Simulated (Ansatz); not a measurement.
**A Fermi-surface study of Sn in space group Immm**

Input

```yaml
crystal:
  lattice:
    - [-1.726539, 1.775547, 2.338342]
    - [1.726539, -1.775547, 2.338342]
    - [1.726539, 1.775547, -2.338342]
  atoms:
    - { symbol: Sn, position: [0.0, 0.0, 0.0] }
basis:
  ecutwfc: 420
kpoints:
  mp_grid: { grid: [16, 16, 16] }
hamiltonian:
  xc: pbe
scf:
  occupations: { method: gaussian, width: 0.05 }
output:
  forces: true
  eigenvalues: true
  eigenstates:
    nscf_kmesh: { grid: [18, 18, 18] }
    top_band: c6
    de_dk: true
    localisation: false
  stress: true
checkpoint:
  write: ck
  compress: false
  write_wavefunctions: false
  write_every: 100000
```

Launched as:

```sh
ansatz run input.yaml --threads 1 --pin off --max-ram 3072MiB --backend cpu --events-out ev --progress --plain --runs-dir out
```

The calculation used Ansatz, DFT PBE, scalar-relativistic, plane waves, PAW; levels and slopes on a k mesh at the converged density. No spin polarisation. The levels come from a k mesh of 18×18×18 points. The geometry was not relaxed. The cell comes from a database of computed structures, not from a measurement.

Part 1: The sheets

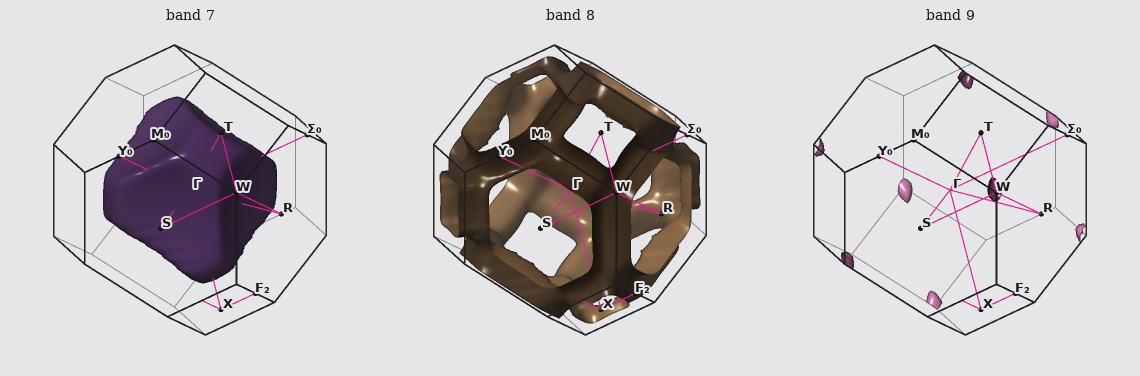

The figure shows the computed Fermi surface of this crystal. Each panel holds one band. The brighter face of a sheet looks towards empty states.

Question: Summarise the topology of this Fermi surface.

Answer: Three bands cross the Fermi level; this is a three-dimensional metal.

Band 7: one hole pocket centred at Γ (22 % of the zone).
Band 8: an open electron network that joins neighbouring zones in all directions (22 % of the zone).
Band 9: two electron pockets centred at W, no more than about three mesh steps wide (each 0.07 % of the zone).
A pocket cut by a face of the zone is counted once with the part on the opposite face.

Part 2: Speeds

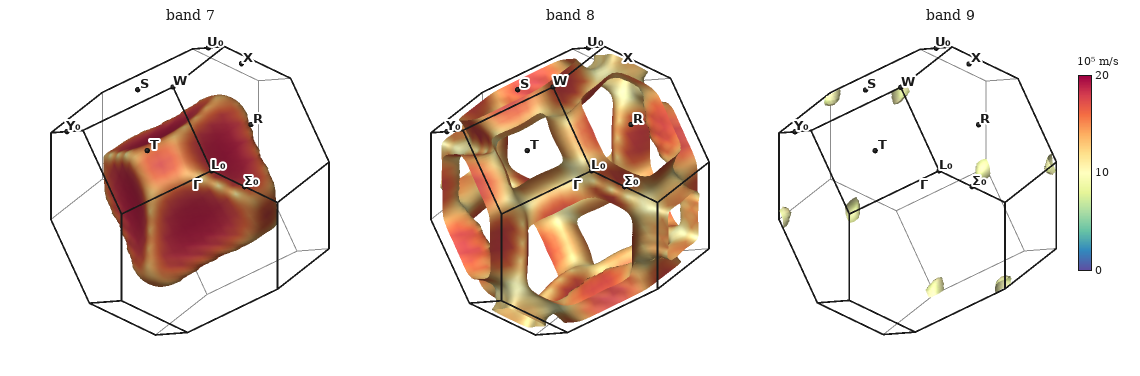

Fermi surface of this crystal, coloured by the Fermi speed.

Question: Give the range and mean of the Fermi speed for each band.

Answer: Band 7: 13 to 19 × 10⁵ m/s over most of the sheet, 16 × 10⁵ m/s on average over states. Band 8: 10 to 17 × 10⁵ m/s over most of the sheet, 14 × 10⁵ m/s on average over states. Band 9: 2.9 to 11 × 10⁵ m/s over most of the sheet, 8.5 × 10⁵ m/s on average over states.

Question: Which of these bands adds most to the density of states at the Fermi level?

Answer: Band 8, with 0.34 of 0.55 states/eV per cell.

Part 3: Cuts and bands

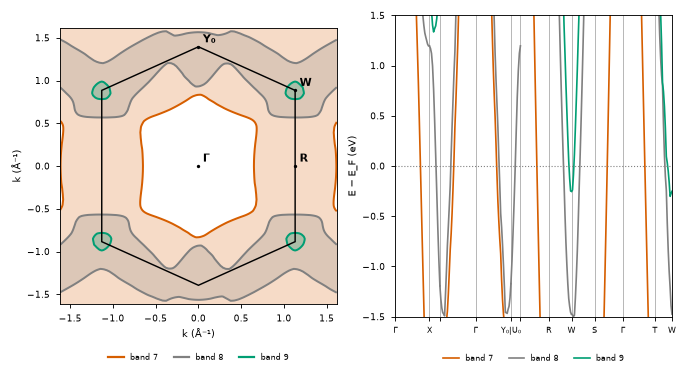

This crystal: cut through the Fermi surface in the plane through Γ, R and W, filled states shaded, and the bands that cross the Fermi level.

Question: For each band, read its level at the labelled points (eV from the Fermi level).

Answer:
| band | Γ | X | S | R | T |
| --- | --- | --- | --- | --- | --- |
| band 7 | above | below | below | below | below |
| band 8 | above | +1.20 | above | above | above |
| band 9 | above | above | above | above | above |

Negative values are filled states; "above" and "below" lie outside the plotted window.

Spin-orbit coupling is left out; with Sn it can split, shift or remove sheets. The mesh is coarse (steps of 0.14 Å⁻¹). Necks and pockets thinner than about two mesh steps aren't resolved, so separate pockets may in truth be joined.

Time for the whole run: 25 s on 1 thread of Arm Neoverse V1 (shared host), peak memory 0.45 GiB.
